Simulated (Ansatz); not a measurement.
# BN: a changed input and its effect

System: BN (I-4m2, 2 atoms in the cell).
Method of the first run: DFT, PBE, plane waves, PAW, no spin polarisation (Ansatz 0.2.0).

The structure was built on a prototype by a generator. The geometry comes from this level: r2SCAN (a point of a series of strains). Text and figures count atoms from 1; the logs count them from 0 in places.

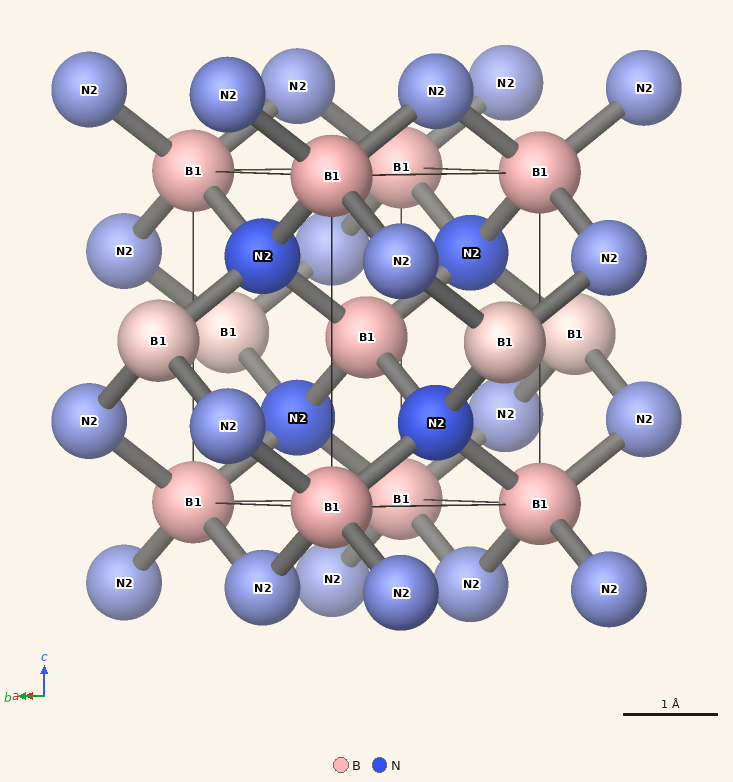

**Figure 1.** The input geometry (ball-and-stick view of the cell 2 times as large as that of the calculation, set on its symmetry axes, seen at an oblique angle; neighbours outside the cell are drawn fainter; atoms are numbered from 1 in the order of the input).

### The input, the first run
```yaml
crystal:
  lattice:
    - [0.0, 1.8856816338, 1.7693476874]
    - [1.8856816338, 0.0, 1.7693476874]
    - [1.8856816338, 1.8856816338, 0.0]
  atoms:
    - { symbol: B, position: [0.0, 0.0, 0.0] }
    - { symbol: "N", position: [0.25, 0.25, 0.25] }
kpoints:
  mp_grid: { grid: [12, 12, 12] }
  band_path:
    path:
      - [0.0, 0.0, 0.0]
      - [-0.5, -0.5, 0.0]
      - [-0.375, -0.375, 0.25]
      - [-0.375, 0.0, 0.375]
      - [0.0, 0.0, 0.5]
      - [-0.5, -0.25, 0.25]
    npoints: 1
hamiltonian:
  xc: pbe
scf:
  occupations: { method: fermi_dirac, width: 0.02 }
  n_extra_bands: 4
output:
  forces: true
  stress: true
  eigenvalues: true
```

Hardware: 4 threads of an Arm (aarch64) CPU, shared host.

### Output, shortened to warnings, some set-up lines, iterations and results (the first run)
```
Basis set: ecut = 420 eV, 257 PW (Γ), exchange–correlation on 36×36×36 points (8 copies of the dense FFT grid, shifted against one another)
Symmetry: 8 space group operations
k-points: 163 of 1728 (time reversal used)
Initial density: superposition of atomic densities (neutral atoms: chi_scale 0, normalization atom), corrected by the library's trained network
[...]
SCF iter   1: F=—  HF=-542.176925 eV  |F-HF|=—  |Δ(HF+E_count)|=         —  Δρ=1.92e-3  dr2=2.41e-4  ethr=1.77e-3  ⟨swp⟩=4.7  Hψ=8340  notcnv=0
SCF iter   2: F=—  HF=-542.177003 eV  |F-HF|=—  |Δ(HF+E_count)|=   7.85e-5  Δρ=9.58e-4  dr2=3.58e-5  ethr=3.01e-6  ⟨swp⟩=2.4  Hψ=3239  notcnv=0
SCF iter   3: F=—  HF=-542.177033 eV  |F-HF|=—  |Δ(HF+E_count)|=   3.00e-5  Δρ=4.63e-4  dr2=6.63e-6  ethr=4.47e-7  ⟨swp⟩=2.0  Hψ=1788  notcnv=0
SCF iter   4: F=—  HF=-542.177047 eV  |F-HF|=—  |Δ(HF+E_count)|=   1.35e-5  Δρ=1.57e-4  dr2=7.31e-7  ethr=8.29e-8  ⟨swp⟩=2.0  Hψ=1956  notcnv=0
SCF iter   5: F=-542.177049 eV  HF=-542.177049 eV  |F-HF|=6.84e-8  |Δ(HF+E_count)|=   1.85e-6  Δρ=2.95e-5  dr2=2.58e-8  ethr=9.14e-9  ⟨swp⟩=2.8  Hψ=2061  notcnv=0
SCF iter   6: F=-542.177049 eV  HF=-542.177049 eV  |F-HF|=5.76e-10  |Δ(HF+E_count)|=   7.29e-8  Δρ=2.77e-6  dr2=2.39e-10  ethr=3.22e-10  ⟨swp⟩=2.0  Hψ=4296  notcnv=0
SCF 1 converged in 6 iterations: F = -542.177049 eV  dr2 = 2.39e-10
NSCF: frozen V_eff on 6 k-points
SCF converged after 6 iterations
Free energy (F): -542.177049 eV
Harris-Foulkes:  -542.177049 eV  (|F-HF|=5.76e-10)
Internal energy: -542.177049 eV  (E = F + TS)
E sigma→0 (E₀):  -542.177049 eV
Fermi energy:    12.255841 eV
--- Per-component energies (eV) ---
  E_band       = 21.122380
  E_kinetic    = 181.893789
  E_local      = -181.135706  (includes V_loc(G=0)·N_el)
  E_nonlocal   = 56.092603
  E_hartree    = 50.653241
  E_xc         = -92.508954
  E_vxc        = -114.999382  (∫ρ·V_xc dr)
  E_paw        = -206.083245  (= ΣΔE_a)
  E_vpaw       = -22.035392  (= ΣTr[D̂ρ^β])
  E_aug_tail   = 0.000102  (compensation charges beyond the density's cutoff)
  E_ewald      = -351.088879
  E_smearing   = -0.000000  (= −TS)
  E_closure    = 0.000000  (closes the sum)
  Σ components = -542.177049   (vs F -542.177049, Δ=0.00e0)
--- Forces (eV/Å), atoms counted from 1 ---
  atom   1  B      0.00000000     0.00000000     0.00000000
  atom   2  N     -0.00000000     0.00000000     0.00000000
  max |Σ_I F_I| component: 3.05e-16 eV/Å
--- Stress (GPa, compression-positive) ---
      -29.817082      -0.000000      -0.000000
        0.000000     -29.817082       0.000000
        0.000000       0.000000       3.887007
  P = ⅓ Tr σ = -18.5824 GPa (-185.824 kbar)
```

The input of the second run differs as follows (lines with − go, lines with + come):
```diff
-  xc: pbe
+  xc: r2scan
-  occupations: { method: fermi_dirac, width: 0.02 }
+  occupations: { method: fixed }
```

Predict how the results change.

The total energies belong to different methods, so their difference says nothing on which is more stable or more accurate. The gap on the mesh goes from 3.40 to 3.89 eV. The pressure goes from −18.58 to −23.46 GPa. The functional changes from PBE to r2SCAN. The number of SCF iterations is the same. The default cutoff goes from 420 to 500 eV with the change. The plane waves at Γ go from 257 to 323.

### Output, shortened to warnings, some set-up lines, iterations and results (the second run)
```
Basis set: ecut = 500 eV, 323 PW (Γ), exchange–correlation on 80×80×80 points (64 copies of the dense FFT grid, shifted against one another)
Symmetry: 8 space group operations
k-points: 163 of 1728 (time reversal used)
Initial density: superposition of atomic densities (neutral atoms: chi_scale 0, normalization atom), corrected by the library's trained network
[...]
SCF iter   1: F=—  HF=-543.799941 eV  |F-HF|=—  |Δ(HF+E_count)|=         —  Δρ=1.17e-2  dr2=1.38e-2  dr2_τ=2.72e-1  ethr=1.77e-3  ⟨swp⟩=3.9  Hψ=7418  notcnv=0  defer=271
SCF iter   2: F=—  HF=-543.882208 eV  |F-HF|=—  |Δ(HF+E_count)|=   8.23e-2  Δρ=6.27e-3  dr2=1.72e-3  dr2_τ=2.90e-4  ethr=1.72e-4  ⟨swp⟩=2.0  Hψ=3595  notcnv=0  defer=317
SCF iter   3: F=—  HF=-543.882457 eV  |F-HF|=—  |Δ(HF+E_count)|=   2.49e-4  Δρ=1.99e-3  dr2=1.94e-4  dr2_τ=3.32e-5  ethr=2.15e-5  ⟨swp⟩=2.3  Hψ=1745  notcnv=0  defer=324
SCF iter   4: F=—  HF=-543.882478 eV  |F-HF|=—  |Δ(HF+E_count)|=   2.08e-5  Δρ=2.22e-4  dr2=4.34e-6  dr2_τ=3.67e-7  ethr=2.43e-6  ⟨swp⟩=3.0  Hψ=2284  notcnv=0  defer=324
SCF iter   5: F=—  HF=-543.882478 eV  |F-HF|=—  |Δ(HF+E_count)|=   1.33e-8  Δρ=7.76e-5  dr2=5.94e-7  dr2_τ=2.71e-8  ethr=5.43e-8  ⟨swp⟩=2.6  Hψ=1931  notcnv=0
SCF iter   6: F=-543.882478 eV  HF=-543.882478 eV  |F-HF|=4.00e-9  |Δ(HF+E_count)|=   6.61e-8  Δρ=1.53e-5  dr2=2.19e-8  dr2_τ=4.45e-10  ethr=1.25e-9  ⟨swp⟩=5.9  Hψ=6778  …
SCF 1 converged in 6 iterations: F = -543.882478 eV  dr2 = 2.19e-8
NSCF: frozen V_eff on 6 k-points
SCF converged after 6 iterations
Free energy (F): -543.882478 eV
Harris-Foulkes:  -543.882478 eV  (|F-HF|=4.00e-9)
Internal energy: -543.882478 eV  (E = F + TS)
E sigma→0 (E₀):  -543.882478 eV
Fermi energy:    10.393728 eV
--- Per-component energies (eV) ---
  E_band       = 16.688573
  E_kinetic    = 182.104518
  E_local      = -180.924776  (includes V_loc(G=0)·N_el)
  E_nonlocal   = 55.320047
  E_hartree    = 51.153735
  E_xc         = -91.340351
  E_vxc        = -126.394085  (∫ρ·V_xc dr)
  E_paw        = -209.058778  (= ΣΔE_a)
  E_vpaw       = -22.673312  (= ΣTr[D̂ρ^β])
  E_aug_tail   = 0.000013  (compensation charges beyond the density's cutoff)
  E_vtau       = 6.950369  (kinetic-family band-sum trace: ∫τ·v_τ [+ j·A + Jᵃ·Aᵃ] dr)
  E_ewald      = -351.088879
  E_core_change = -0.048007  (= ΣΔE_core)
  E_smearing   = -0.000000  (= −TS)
  E_closure    = -0.000000  (closes the sum)
  Σ components = -543.882478   (vs F -543.882478, Δ=0.00e0)
--- Forces (eV/Å), atoms counted from 1 ---
  atom   1  B      0.00000000     0.00000000    -0.00000000
  atom   2  N     -0.00000000     0.00000000     0.00000000
  max |Σ_I F_I| component: 3.05e-16 eV/Å
--- Stress (GPa, compression-positive) ---
      -35.209186       0.000000       0.000000
       -0.000000     -35.209186       0.000000
       -0.000000       0.000000       0.043348
  P = ⅓ Tr σ = -23.4583 GPa (-234.583 kbar)
```

### The two runs side by side

```tsv
quantity	the first run	the second run
outcome	converged	converged
free energy per atom (eV)	−271.0885	−271.9412
gap on the mesh (eV)	3.40	3.89
pressure (GPa)	−18.58	−23.46
largest force (eV/Å)	0.000	0.000
SCF iterations	6	6
irreducible k-points	163	163
plane waves at Γ	257	323
wall time (shared host)	0.65 s	1.2 s
```
